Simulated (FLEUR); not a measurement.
# Energy of Li along an even scaling of the cell

System: Li (Im-3m, 1 atom in the cell).
Method: Kohn-Sham DFT of a periodic cell, AM05, all-electron, no spin polarisation (FLEUR MaX-R8.1 (later development tree)).

The 5 runs differ only in the geometry, by an even scaling of the cell at fixed fractional positions. The structure derives from an entry of the Crystallography Open Database.

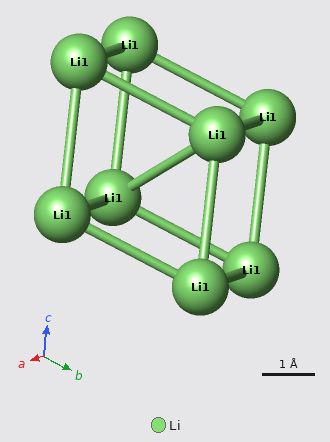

Figure 1. The structure of run 3 (ball-and-stick view of the cell of the calculation, seen slightly off an axis; atoms are numbered from 1 in the order of the input).

### Input of run 3
```
<?xml version="1.0" encoding="UTF-8" standalone="no"?>
<fleurInput fleurInputVersion="0.39">
   <comment>
      Li                                                                                                  
   </comment>
   <calculationSetup>
      <cutoffs Kmax="4.1" Gmax="12.7" GmaxXC="12.7" numbands="0"/>
      <scfLoop itmax="60" minDistance="0.00001" maxIterBroyd="15" imix="Anderson" alpha="0.05" precondParam="0.0" spinf="2.0" sdNocoIR="T"/>
      <coreElectrons ctail="T" frcor="F" kcrel="0" coretail_lmax="0"/>
      <xcFunctional name="LibXC" relativisticCorrections="F">
         <LibXCName exchange="gga_x_am05" correlation="gga_c_am05"/>
      </xcFunctional>
      <magnetism jspins="1"/>
      <soc l_soc="F" theta="0.0" phi="0.0" spav="F"/>
      <expertModes spex="0" secvar="F"/>
      <geometryOptimization l_f="F" forcealpha="1.0" forcemix="BFGS" epsdisp="0.00001" epsforce="0.00001"/>
      <ldaU l_linMix="F" mixParam="0.05" spinf="1.0"/>
   </calculationSetup>
   <cell>
      <bzIntegration valenceElectrons="3.0" mode="hist" fermiSmearingEnergy="0.00183747">
         <kPointListSelection listName="default-1"/>
         <!-- k-points included here -->
         <xi:include xmlns:xi="http://www.w3.org/2001/XInclude" href="kpts.xml"> </xi:include>
      </bzIntegration>
      <!-- symmetry operations included here -->
      <xi:include xmlns:xi="http://www.w3.org/2001/XInclude" href="sym.xml"> </xi:include>
      <bulkLattice scale="1.0000000000">
         <bravaisMatrix>
            <row-1>   -3.3158079445293898     3.3158079445293898     3.3158079445293898</row-1>
            <row-2>    3.3158079445293898    -3.3158079445293898     3.3158079445293898</row-2>
            <row-3>    3.3158079445293898     3.3158079445293898    -3.3158079445293898</row-3>
         </bravaisMatrix>
      </bulkLattice>
   </cell>
   <atomSpecies>
      <species name="Lithium (Li)" element="Li" atomicNumber="3">
         <mtSphere radius="2.61" gridPoints="879" logIncrement="0.012"/>
         <atomicCutoffs lmax="11" lnonsphr="8"/>
         <electronConfig flipSpins="F">
            <coreConfig></coreConfig>
            <valenceConfig>(1s1/2) (2s1/2)</valenceConfig>
            <stateOccupation state="(2s1/2)" spinUp="0.500000" spinDown="0.500000"/>
         </electronConfig>
         <energyParameters s="2" p="2" d="3" f="4"/>
         <lo type="SCLO" l="0" n="1" eDeriv="0"/>
         <lo type="SCLO" l="1" n="2" eDeriv="2"/>
         <lo type="SCLO" l="2" n="3" eDeriv="2"/>
      </species>
   </atomSpecies>
   <atomGroups>
      <atomGroup species="Lithium (Li)">
         <relPos label="                   1">.0000000000 .0000000000 .0000000000</relPos>
         <force calculate="T" relaxXYZ="TTT"/>
      </atomGroup>
   </atomGroups>
   <output dos="F" band="F" slice="F">
      <checks vchk="F" cdinf="F"/>
      <bandDOS minEnergy="-.5*Htr" maxEnergy="0.5*Htr" sigma="0.015" storeEVData="T"/>
      <vacuumDOS vacdos="F" integ="F" star="F" nstars="0" locx1="0.0" locy1="0.0" locx2="0.0" locy2="0.0" nstm="0" tworkf="0.0"/>
      <unfoldingBand unfoldBand="F" supercellX="1" supercellY="1" supercellZ="1"/>
      <plotting iplot="0" polar="F">
         <plot TwoD="T" vec1="  1.0  0.0  0.0" vec2="  0.0  1.0  0.0" vec3="  0.0  0.0  1.0" zero="  0.0  0.0  0.0" file="plot"/>
      </plotting>
      <chargeDensitySlicing numkpt="0" minEigenval="0.0" maxEigenval="0.0" nnne="0" pallst="F"/>
      <specialOutput eonly="F"/>
      <moessbauerParams electricFieldGradient="T" isomerShift="T" coreHyperfine="T" valenceHyperfine="T"/>
      <magneticCircularDichroism mcd="F" energyLo="-10.0" energyUp="0.0"/>
   </output>
  <!-- We include the file relax.xml here to enable relaxations (see documentation) -->
  <xi:include xmlns:xi="http://www.w3.org/2001/XInclude" href="relax.xml"> <xi:fallback/> </xi:include>
</fleurInput>
```

Command:
```bash
inpgen -f crystal.txt -profile fastHighL; fleur_MPI
```

Lattice vectors (Å) and fractional positions of run 3:
```
  -1.754650    1.754650    1.754650
   1.754650   -1.754650    1.754650
   1.754650    1.754650   -1.754650
Li  0.000000  0.000000  0.000000
```

Run 2 has the same physical settings and fractional positions; its lattice vectors (Å) are:
```
  -1.730936    1.730936    1.730936
   1.730936   -1.730936    1.730936
   1.730936    1.730936   -1.730936
```

### Results, with one run withheld

```csv
run,volume per atom (Å³),"free energy per atom, from the lowest run given (meV)"
1,20.312,0.00
2,20.744,?
3,21.609,1.60
4,22.473,5.82
5,22.905,8.73
```

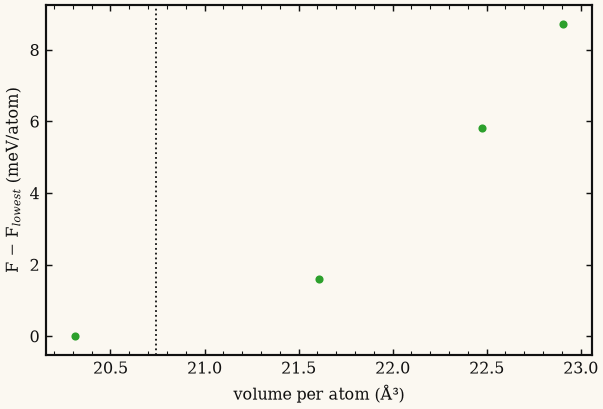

Figure 2. Free energy per atom of the runs given; the dotted line marks run 2.

Estimate the energy of run 2 from the others.

A quadratic polynomial in V^(−2/3) (the Birch–Murnaghan form), fitted to the 4 runs given, misses them by at most 0.01 meV per atom. With x = V^(−2/3) − 0.12820 Å⁻², it reads F = 2.2769 − 1058.3 x + 1.1209e+05 x² (meV per atom). At run 2 it gives −0.20 meV per atom, and the run itself gives −0.18. The fit has its minimum at 20.635 Å³ per atom, where V d²F/dV² gives 13.7 GPa: the bulk modulus at this level, since symmetry fixes the shape and the positions.

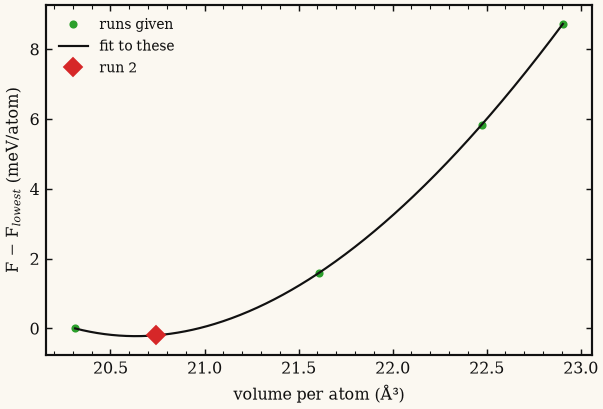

Figure 3. The fit and the withheld run.

### End of the output (run 2)
```
[...]

 Iteration:     2   Distance:       0.41581303 me/bohr^3
Nuclear radius smaller than smallest radial mesh point for atom type 1 -- skipping its core isomer shift
Nuclear radius smaller than smallest radial mesh point for atom type 1 -- skipping its isomer shift

 Iteration:     3   Distance:       0.07176320 me/bohr^3
Nuclear radius smaller than smallest radial mesh point for atom type 1 -- skipping its core isomer shift
Nuclear radius smaller than smallest radial mesh point for atom type 1 -- skipping its isomer shift

 Iteration:     4   Distance:       0.01258998 me/bohr^3
Nuclear radius smaller than smallest radial mesh point for atom type 1 -- skipping its core isomer shift
Nuclear radius smaller than smallest radial mesh point for atom type 1 -- skipping its isomer shift

 Iteration:     5   Distance:       0.00155006 me/bohr^3
Nuclear radius smaller than smallest radial mesh point for atom type 1 -- skipping its core isomer shift
Nuclear radius smaller than smallest radial mesh point for atom type 1 -- skipping its isomer shift

 Iteration:     6   Distance:       0.00095489 me/bohr^3
Nuclear radius smaller than smallest radial mesh point for atom type 1 -- skipping its core isomer shift
Nuclear radius smaller than smallest radial mesh point for atom type 1 -- skipping its isomer shift

 Iteration:     7   Distance:       0.00017518 me/bohr^3
Nuclear radius smaller than smallest radial mesh point for atom type 1 -- skipping its core isomer shift
Nuclear radius smaller than smallest radial mesh point for atom type 1 -- skipping its isomer shift

 Iteration:     8   Distance:       0.00008996 me/bohr^3
Nuclear radius smaller than smallest radial mesh point for atom type 1 -- skipping its core isomer shift
Nuclear radius smaller than smallest radial mesh point for atom type 1 -- skipping its isomer shift

 Iteration:     9   Distance:       0.00000708 me/bohr^3

 ********************************************************************
 Run finished successfully
 Stop message:
   all done
 ********************************************************************
```
